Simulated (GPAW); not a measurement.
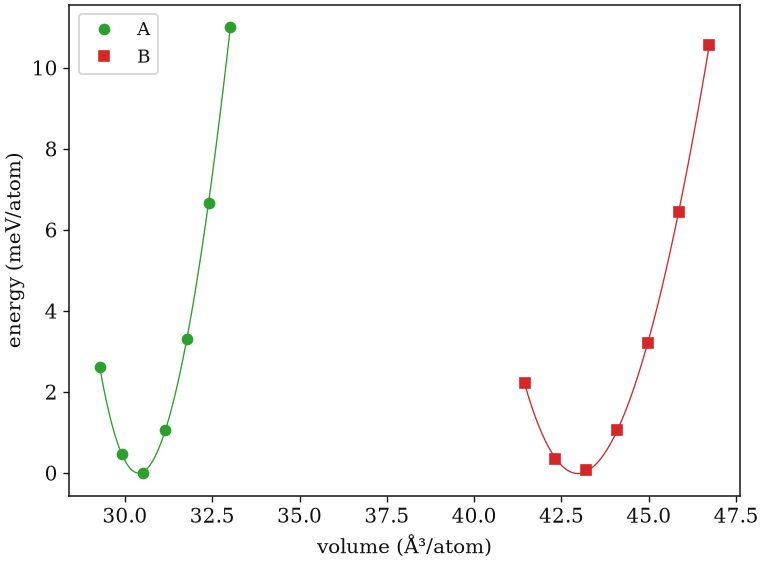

The figure compares two calculations of the energy against volume, each curve from its own zero. The first is for KI, space group Fm-3m (No. 225).

The cell holds 2 atoms.

Computed with GPAW 26.7.0: PAW DFT in plane waves, on a grid or in atomic orbitals, no spin polarisation; energies at scaled volumes of the given cell, shape and fractions fixed, counted from the fit's minimum, third-order Birch-Murnaghan fit. Level: PBEsol.

- k mesh: 7×7×7
- occupations: Fermi–Dirac
- smearing width: 0.05 eV
- potentials: PAW data sets made by gpaw setup for the functional
- wave cutoff: 600 eV
- program settings: basis pw

In the second, I is replaced by Cl on all its sites, which gives KCl in the same structure.

Q: Which of A and B is the second calculation, and what did the change do?

A: A. The equilibrium volume falls from 42.97 to 30.40 Å³/atom (−29 %) and the bulk modulus rises from 12.2 to 18.8 GPa (+54 %).

V0 and the bulk modulus come from third-order Birch–Murnaghan fits.
